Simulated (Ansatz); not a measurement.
Single-point calculation, with input and output: SnO

The run: single-point calculation of SnO (slab, 16 atoms in the cell). Method and program: DFT r2SCAN, scalar-relativistic, plane waves, PAW, no spin polarisation (Ansatz 0.2.0).

The structure derives from an entry of the Crystallography Open Database. It belongs to a series of runs on one base structure; here: (1 0 1) slab cut from the bulk. Figures and captions count atoms from 1; the log counts them from 0 in places.

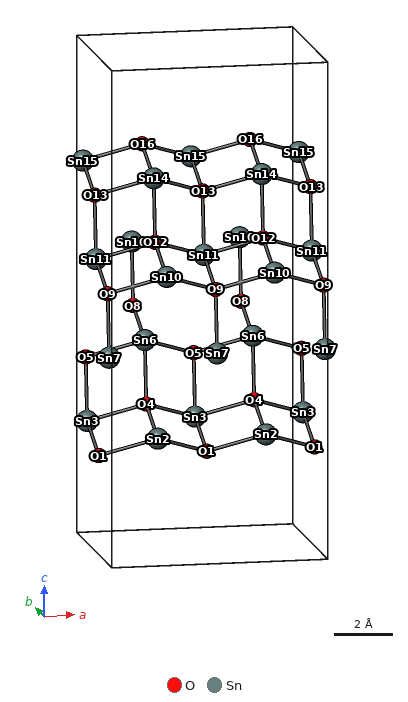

Figure 1. The structure as given in the input (ball-and-stick view of the 2 × 1 repeat of the cell, with the vacuum cut short, seen slightly off an axis; atoms are numbered from 1 in the order of the input). An atom can appear more than once, as a periodic image. Near neighbours in the periodic cell (some may lie outside the picture): O has 3 Sn at 2.22 Å; Sn has 3 O at 2.22 Å; Sn has 4 O at 2.22 Å; O has 4 Sn at 2.22 Å.

The input
```yaml
crystal:
  lattice:
    - [3.8080256424, 0.0, 0.0]
    - [0.0, 6.2327129531, 0.0]
    - [0.0, 0.0, 25.5511909486]
  atoms:
    - { symbol: O, position: [0.0, 0.3732892441, 0.2935283923] }
    - { symbol: Sn, position: [0.5, 0.2276003062, 0.3209556078] }
    - { symbol: Sn, position: [0.0, 0.7056228041, 0.3250930646] }
    - { symbol: O, position: [0.5, 0.5599338661, 0.3525202802] }
    - { symbol: O, position: [0.0, 0.7465784882, 0.4115121681] }
    - { symbol: Sn, position: [0.5, 0.6008895502, 0.4389393837] }
    - { symbol: Sn, position: [0.0, 0.0789120482, 0.4430768405] }
    - { symbol: O, position: [0.5, 0.9332231102, 0.470504056] }
    - { symbol: O, position: [0.0, 0.1198677323, 0.529495944] }
    - { symbol: Sn, position: [0.5, 0.9741787943, 0.5569231595] }
    - { symbol: Sn, position: [0.0, 0.4522012923, 0.5610606163] }
    - { symbol: O, position: [0.5, 0.3065123543, 0.5884878319] }
    - { symbol: O, position: [0.0, 0.4931569764, 0.6474797198] }
    - { symbol: Sn, position: [0.5, 0.3474680384, 0.6749069354] }
    - { symbol: Sn, position: [0.0, 0.8254905363, 0.6790443922] }
    - { symbol: O, position: [0.5, 0.6798015984, 0.7064716077] }
basis:
  ecutwfc: 500
kpoints:
  mp_grid: { grid: [9, 6, 1] }
hamiltonian:
  xc: r2scan
scf:
  occupations: { method: gaussian, width: 0.05 }
output:
  forces: true
  stress: true
  eigenvalues: true
efield:
  axis: 3
  dipole_correction: true
  ramp_width: 0.04
```

Hardware: 2 threads of Intel Xeon (Sapphire Rapids), 192 GiB of memory available, shared host.

Command:
```bash
ansatz run input.yaml --threads 2 --pin off --max-ram 5120MiB --backend cpu --events-out ev --progress --plain --runs-dir out
```

The program's output
```
Engine: ansatz 0.2.0, x86_64-unknown-linux-gnu
Pseudopotentials: kind: paw
Pseudopotential: O, paw, valence charge 6, recommended cutoff 500 eV (meta_gga), O.paw.azcp
Pseudopotential: Sn, paw, valence charge 14, recommended cutoff 500 eV (meta_gga), Sn.paw.azcp
Functional definition: r2SCAN
  parameter k0 = 0.174
  parameter k1 = 0.065
  parameter a1 = 4.9479
  exchange = r2scan_x(k0 = k0, k1 = k1, a1 = a1)
  correlation = r2scan_c
Crystal: 16 atoms, lattice volume = 606.440 Å³
Basis set: ecut = 500 eV, 15371 PW (Γ), exchange–correlation on 120×192×768 points (64 copies of the dense FFT grid, shifted against one another)
Bands: 96, of which v1, the nominal top of the filled ones, is band 80 counted from 1 (79 counted from 0)
Symmetry: 2 space group operations
k-points: 20 of 54 (time reversal used)
Non-local potential: O, projectors of the file, l = 0: 2, l = 1: 2, l = 2: 1
Non-local potential: Sn, projectors of the file, l = 0: 2, l = 1: 2, l = 2: 2, l = 3: 2
PAW form: soft (Blöchl's): semilocal exchange-correlation on the pseudo side does not see the compensation charge
PAW frozen core: O, regenerated for the run's functional (the file was generated under x = pbe(κ = 0.804, μ = 0.2195149727645171), c = pbe(β = 0.06672455060314922))
PAW frozen core: Sn, regenerated for the run's functional (the file was generated under x = pbe(κ = 0.804, μ = 0.2195149727645171), c = pbe(β = 0.06672455060314922))
PAW one-centre angular grid: O, 302 points (default); XC on 160 Gauss nodes
PAW one-centre angular grid: Sn, 590 points (default); XC on 249 of its mesh's 2787 points in the sphere
Initial density: superposition of atomic densities (neutral atoms: chi_scale 0, normalization atom), corrected by the library's trained network
Initial wavefunctions: pseudopotential atomic-orbital guess
Functional: x = r2scan, c = r2scan; τ floored in thin density (d = 2e-4 eV/Å³)
SCF iter   1: F=—  HF=-52856.891173 eV  |F-HF|=—  |Δ(HF+E_count)|=         —  Δρ=5.85e-3  dr2=2.10e-1  dr2_τ=4.30e-1  ethr=1.77e-3  p=0.000 e·Å  D=1.71e-13 V/Å  ΔV_dip=-0.00 eV  dr2_dipole=1.89e-8  V_vac-E_F(+/−)=4.36/4.36 eV  ⟨swp⟩=7.2  Hψ=7695  notcnv=0  defer=24
efield: sawtooth ramp at fractional position 0.9800 (placed from the atoms, in the widest stretch of the axis that holds none; the zero of the levels goes with the place), width 0.0400; the density the first Hamiltonian is built on has a dipole p = 0.000 e·Å; the dipole correction subtracts the counter field D = 1.71e-13 V/Å, which shifts the + side's vacuum level by -0.00 eV against the − side's; the planar-averaged density in the ramp window peaks in size at 1.8e-5 e/Å³
preconditioner: auto → Resta (q_TF=auto, 2.185 Å⁻¹)  ε∞=2.0  [insulator: Δε(μ)=0.680 eV  Ē_g=18.655 eV  σ=0.050 eV  W_gap=1.00  n_scr=118 (ndim 8)  ℏωp=19.1 eV  f_vac=0.500  D(μ)=0.00/eV (n_scr^D=0)  ε∞_Penn≈2.0  vacuum switching on, ρ_ref=2.5e-2 e/Å³]
SCF iter   2: F=—  HF=-52857.196358 eV  |F-HF|=—  |Δ(HF+E_count)|=   3.05e-1  Δρ=3.85e-3  dr2=5.65e-2  dr2_τ=7.78e-3  ethr=1.31e-4  p=-0.000 e·Å  D=-2.83e-5 V/Å  ΔV_dip=0.00 eV  dr2_dipole=6.22e-8  V_vac-E_F(+/−)=4.42/4.42 eV  ⟨swp⟩=2.9  Hψ=3176  notcnv=0  defer=198
SCF iter   3: F=—  HF=-52857.199923 eV  |F-HF|=—  |Δ(HF+E_count)|=   3.56e-3  Δρ=2.14e-3  dr2=3.32e-2  dr2_τ=2.34e-3  ethr=3.53e-5  p=0.000 e·Å  D=2.39e-5 V/Å  ΔV_dip=-0.00 eV  dr2_dipole=5.86e-8  V_vac-E_F(+/−)=4.35/4.35 eV  ⟨swp⟩=2.0  Hψ=2524  notcnv=0  defer=198
SCF iter   4: F=—  HF=-52857.197803 eV  |F-HF|=—  |Δ(HF+E_count)|=   2.12e-3  Δρ=6.69e-4  dr2=4.08e-3  dr2_τ=3.90e-4  ethr=2.07e-5  p=-0.000 e·Å  D=-1.05e-5 V/Å  ΔV_dip=0.00 eV  dr2_dipole=1.00e-8  V_vac-E_F(+/−)=4.41/4.41 eV  ⟨swp⟩=2.1  Hψ=2698  notcnv=0  defer=196
SCF iter   5: F=—  HF=-52857.197531 eV  |F-HF|=—  |Δ(HF+E_count)|=   2.72e-4  Δρ=1.97e-4  dr2=1.70e-4  dr2_τ=2.13e-5  ethr=2.55e-6  p=0.000 e·Å  D=2.62e-7 V/Å  ΔV_dip=-0.00 eV  dr2_dipole=6.51e-11  V_vac-E_F(+/−)=4.39/4.39 eV  ⟨swp⟩=2.0  Hψ=2396  notcnv=0  defer=196
SCF iter   6: F=—  HF=-52857.197550 eV  |F-HF|=—  |Δ(HF+E_count)|=   1.97e-5  Δρ=6.00e-5  dr2=1.78e-5  dr2_τ=1.61e-6  ethr=1.06e-7  p=-0.000 e·Å  D=-2.24e-6 V/Å  ΔV_dip=0.00 eV  dr2_dipole=5.40e-10  V_vac-E_F(+/−)=4.39/4.39 eV  ⟨swp⟩=2.4  Hψ=2429  notcnv=0  defer=196
SCF iter   7: F=—  HF=-52857.197787 eV  |F-HF|=—  |Δ(HF+E_count)|=   2.37e-4  Δρ=2.50e-5  dr2=4.30e-6  dr2_τ=3.94e-7  ethr=1.11e-8  p=0.000 e·Å  D=5.10e-6 V/Å  ΔV_dip=-0.00 eV  dr2_dipole=2.88e-9  V_vac-E_F(+/−)=4.38/4.38 eV  ⟨swp⟩=2.4  Hψ=3102  notcnv=0  defer=196
SCF iter   8: F=—  HF=-52857.197787 eV  |F-HF|=—  |Δ(HF+E_count)|=   3.56e-7  Δρ=7.99e-6  dr2=3.80e-7  dr2_τ=4.48e-8  ethr=2.68e-9  p=-0.000 e·Å  D=-3.31e-6 V/Å  ΔV_dip=0.00 eV  dr2_dipole=1.07e-9  V_vac-E_F(+/−)=4.38/4.38 eV  ⟨swp⟩=2.0  Hψ=2499  notcnv=0  defer=196
SCF iter   9: F=-52857.197788 eV  HF=-52857.197788 eV  |F-HF|=2.11e-8  |Δ(HF+E_count)|=   4.53e-8  Δρ=2.38e-6  dr2=3.07e-8  dr2_τ=1.56e-9  ethr=6.25e-11  p=0.000 e·Å  D=2.03e-6 V/Å  ΔV_dip=-0.00 eV  dr2_dipole=4.02e-10  V_vac-E_F(+/−)=4.38/4.38 eV  ⟨swp⟩=16.4  Hψ=10003  notcnv=0
SCF 1 converged in 9 iterations: F = -52857.197788 eV  dr2 = 3.07e-8
  greatest PAW one-centre occupation: 0.994 electrons in one spin orbital (limit 2), on the Sn atom at site 13 (counted from 0), in its partial waves of l = 2
SCF converged after 9 iterations
Free energy (F): -52857.197788 eV
Harris-Foulkes:  -52857.197788 eV  (|F-HF|=2.11e-8)
Internal energy: -52857.197788 eV  (E = F + TS)
E sigma→0 (E₀):  -52857.197788 eV
Fermi energy:    2.285791 eV
Dipole field:    D = -0.000013 V/Å  (p = -0.000045 e·Å, saw-weighted, corrected)
Work function:   Φ+ = 4.3832 eV   Φ− = 4.3829 eV
Levels:          The Fermi level and band energies are counted from a zero that moves with the ramp; work functions are not
--- Per-component energies (eV) ---
  E_band       = -2076.820097
  E_kinetic    = 2894.314783
  E_local      = -130718.628651  (includes V_loc(G=0)·N_el)
  E_nonlocal   = 119.012054
  E_hartree    = 65200.742685
  E_xc         = -3582.831017
  E_vxc        = -1676.549876  (∫ρ·V_xc dr)
  E_paw        = -34552.801141  (= ΣΔE_a)
  E_vpaw       = -3203.132415  (= ΣTr[D̂ρ^β])
  E_aug_tail   = 0.007955  (compensation charges beyond the density's cutoff)
  E_vtau       = 106.675888  (kinetic-family band-sum trace: ∫τ·v_τ [+ j·A + Jᵃ·Aᵃ] dr)
  E_efield     = 0.000000  (sawtooth field / dipole correction)
  E_vefield    = 0.000000  (∫n·V_field dr)
  E_ewald      = 47777.358512
  E_core_change = 5.627031  (= ΣΔE_core)
  E_smearing   = -0.000000  (= −TS)
  E_closure    = -0.000000  (closes the sum)
  Σ components = -52857.197788   (vs F -52857.197788, Δ=0.00e0)
--- Forces (eV/Å), atoms counted from 1 ---
  atom   1  O      0.00000000    -0.28442631     0.57995563
  atom   2  Sn    -0.00000000     1.32767150    -0.26346476
  atom   3  Sn    -0.00000000    -0.73643104    -0.73567453
  atom   4  O      0.00000000    -0.26327291     0.46537337
  atom   5  O     -0.00000000     0.09512800     0.30961895
  atom   6  Sn    -0.00000000    -0.06716576    -0.24167366
  atom   7  Sn     0.00000000    -0.18351652    -0.05683043
  atom   8  O      0.00000000     0.10982836     0.14497311
  atom   9  O     -0.00000000    -0.10982956    -0.14494991
  atom  10  Sn    -0.00000000     0.18351618     0.05680366
  atom  11  Sn     0.00000000     0.06716376     0.24164474
  atom  12  O      0.00000000    -0.09512757    -0.30959925
  atom  13  O     -0.00000000     0.26328035    -0.46534641
  atom  14  Sn     0.00000000     0.73642818     0.73565243
  atom  15  Sn     0.00000000    -1.32767231     0.26345669
  atom  16  O     -0.00000000     0.28442120    -0.57995447
  max |Σ_I F_I| component: 1.48e-5 eV/Å
--- Stress (GPa, compression-positive) ---
       -1.920264       0.000000      -0.000000
        0.000000      -1.239759      -0.114226
       -0.000000      -0.114226      -0.353810
  P = ⅓ Tr σ = -1.1713 GPa (-11.713 kbar)
--- Band table (eV; the first three rows and the last of 20) ---
  k-point 0: bands = ["-20.9878", "-20.8628", "-20.7315", "-20.6186", "-20.5299", "-20.4813", "-20.4812", "-20.4627", "-20.4492", "-20.4142", "-20.4116", "-20.4033", "-20.3996", "-20.3851", "-20.3768", "-20.3601", "-20.2963", "-20.2851", "-20.2734", "-20.2613", "-20.2503", "-20.2467", "-20.2226", "-20.2167", "-20.2164", "-20.2160", "-20.1593", "-20.1585", "-20.1171", "-20.1170", "-20.0160", "-20.0140", "-19.9301", "-19.9056", "-19.8614", "-19.8611", "-19.8163", "-19.8163", "-19.7877", "-19.7848", "-19.2686", "-18.7825", "-18.2919", "-17.7612", "-17.2582", "-16.9717", "-16.3519", "-16.3472", "-6.4865", "-6.3576", "-5.8239", "-5.6194", "-4.8976", "-4.7033", "-4.5038", "-4.4948", "-4.4471", "-4.0569", "-4.0259", "-3.8504", "-3.7786", "-3.5327", "-3.2461", "-2.9839", "-2.7215", "-2.4072", "-2.1472", "-1.9292", "-1.9271", "-1.5326", "-1.3406", "-1.2840", "-0.9656", "-0.6904", "-0.6823", "-0.2810", "0.3368", "1.1407", "1.7751", "1.9588", "3.4302", "3.5181", "4.4066", "4.7179", "4.7464", "5.2242", "5.8184", "5.8332", "6.4117", "6.6914", "6.7608", "6.7966", "6.8877", "7.1304", "7.2389", "7.2993"]
  k-point 1: bands = ["-20.9863", "-20.8615", "-20.7286", "-20.6174", "-20.5289", "-20.4811", "-20.4804", "-20.4605", "-20.4469", "-20.4156", "-20.4116", "-20.4029", "-20.3998", "-20.3839", "-20.3755", "-20.3614", "-20.2960", "-20.2853", "-20.2751", "-20.2637", "-20.2514", "-20.2501", "-20.2240", "-20.2167", "-20.2164", "-20.2158", "-20.1590", "-20.1582", "-20.1156", "-20.1155", "-20.0180", "-20.0159", "-19.9297", "-19.9058", "-19.8614", "-19.8611", "-19.8180", "-19.8179", "-19.7878", "-19.7848", "-19.2635", "-18.7812", "-18.2944", "-17.7649", "-17.2603", "-16.9721", "-16.3524", "-16.3478", "-6.8182", "-6.2058", "-6.0081", "-5.5208", "-5.0679", "-4.7024", "-4.5556", "-4.4887", "-4.1799", "-4.0211", "-3.9578", "-3.7451", "-3.5358", "-3.3037", "-3.1760", "-2.9869", "-2.6825", "-2.4062", "-2.1581", "-1.9404", "-1.9275", "-1.5579", "-1.3451", "-1.2891", "-0.9276", "-0.6953", "-0.6418", "-0.2093", "0.1064", "0.8676", "1.4684", "1.7787", "3.3671", "3.5467", "4.3055", "4.7239", "4.9786", "5.3878", "5.7013", "5.9172", "6.1304", "6.2530", "6.7035", "6.8689", "6.8970", "6.9846", "7.2534", "7.4420"]
  k-point 2: bands = ["-20.9833", "-20.8588", "-20.7227", "-20.6152", "-20.5271", "-20.4806", "-20.4789", "-20.4559", "-20.4421", "-20.4177", "-20.4124", "-20.4020", "-20.4001", "-20.3818", "-20.3723", "-20.3645", "-20.2945", "-20.2857", "-20.2791", "-20.2687", "-20.2580", "-20.2532", "-20.2264", "-20.2166", "-20.2163", "-20.2157", "-20.1583", "-20.1576", "-20.1125", "-20.1125", "-20.0219", "-20.0197", "-19.9289", "-19.9062", "-19.8614", "-19.8612", "-19.8213", "-19.8213", "-19.7879", "-19.7850", "-19.2533", "-18.7788", "-18.2995", "-17.7722", "-17.2645", "-16.9727", "-16.3533", "-16.3490", "-7.0946", "-6.4837", "-5.9366", "-5.6354", "-5.2152", "-4.6668", "-4.4569", "-4.3411", "-4.1627", "-4.0128", "-3.6027", "-3.5425", "-3.3461", "-3.0807", "-2.9931", "-2.6159", "-2.4041", "-2.3629", "-2.1839", "-1.9467", "-1.9275", "-1.5473", "-1.3540", "-1.2999", "-0.9232", "-0.6796", "-0.5777", "-0.4310", "0.0481", "0.1901", "0.7774", "1.3031", "3.4098", "3.6173", "4.3708", "4.7795", "5.1575", "5.3825", "5.6133", "5.7326", "5.7958", "5.9893", "6.5119", "6.5602", "6.9455", "7.0919", "7.4320", "7.4740"]
  k-point 19: bands = ["-20.9352", "-20.9088", "-20.7787", "-20.7675", "-20.5940", "-20.5925", "-20.4746", "-20.4741", "-20.4416", "-20.4387", "-20.3790", "-20.3749", "-20.3593", "-20.3593", "-20.3517", "-20.3418", "-20.3040", "-20.3029", "-20.2883", "-20.2870", "-20.2667", "-20.2661", "-20.2387", "-20.2380", "-20.2040", "-20.2019", "-20.1963", "-20.1962", "-20.1115", "-20.1114", "-19.9558", "-19.9551", "-19.9208", "-19.9202", "-19.8582", "-19.8582", "-19.8427", "-19.8426", "-19.7635", "-19.7635", "-18.1172", "-17.8778", "-17.7231", "-17.7058", "-17.4964", "-17.4937", "-16.5436", "-16.5435", "-7.1480", "-7.1177", "-6.5904", "-6.4245", "-6.0028", "-5.9967", "-5.5966", "-5.3643", "-4.0903", "-3.9855", "-3.6053", "-3.5817", "-3.4431", "-3.3276", "-2.8006", "-2.5848", "-2.2600", "-2.1410", "-1.8183", "-1.5133", "-1.2543", "-1.0496", "-0.5545", "-0.5259", "-0.3472", "-0.3270", "-0.1065", "-0.0969", "0.0131", "0.1224", "0.5389", "0.5975", "2.6153", "2.8083", "3.6449", "3.9081", "4.5439", "4.6350", "4.9998", "5.2760", "5.5772", "5.6043", "6.8893", "7.1711", "7.3670", "7.4810", "7.4832", "7.5717"]
```

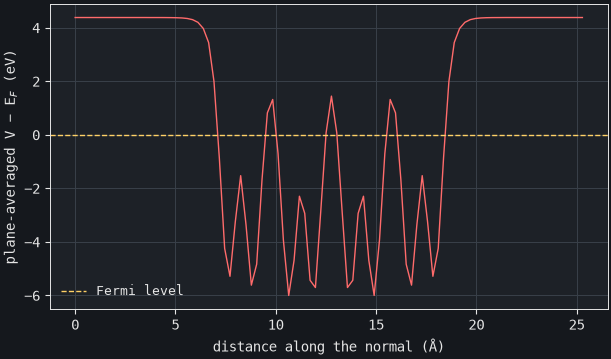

Figure 2. Plane average of the electrostatic potential energy of an electron across the cell, from the Fermi level. The vacuum level lies 4.38 eV above the Fermi level.

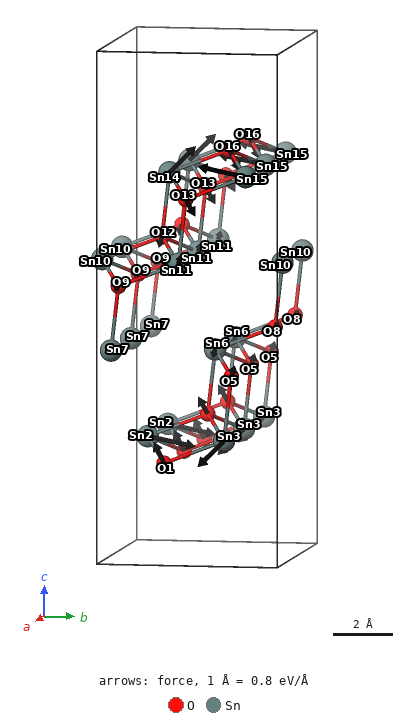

Figure 3. Forces on the atoms as black arrows (ball-and-stick view of the 2 × 1 repeat of the cell, with the vacuum cut short, seen slightly off an axis; atoms are numbered from 1 in the order of the input). The largest act on Sn2, Sn15 (1.35 eV/Å); Sn3, Sn14 (1.04 eV/Å); O1, O16 (0.65 eV/Å); O4, O13 (0.53 eV/Å). The geometry is not a stationary point of this energy.

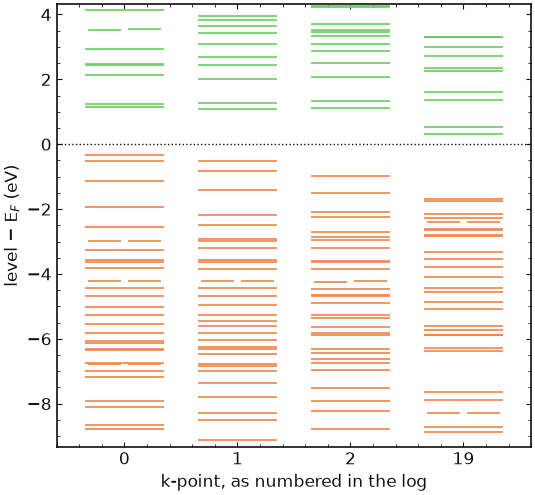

Figure 4. Kohn–Sham levels near the Fermi level (dotted) at the few k-points that the log prints; levels within 0.02 eV of each other stand side by side. Among these points the highest filled and lowest empty levels are 0.66 eV apart, which is the gap on the mesh.

Results in brief

| quantity | value |
| --- | --- |
| outcome | converged |
| electrons treated | 160 |
| free energy | −52857.1978 eV |
| work function, top face | 4.38 eV |
| work function, bottom face | 4.38 eV |
| Fermi energy | 2.286 eV |
| gap on the k-point mesh | 0.66 eV |
| work function (upper face) | 4.38 eV |
| largest force (length of the vector) | 1.354 eV/Å |
| wall time | 2.2 min (CPU time 4.2 min) |
| peak memory | 2.6 GiB |
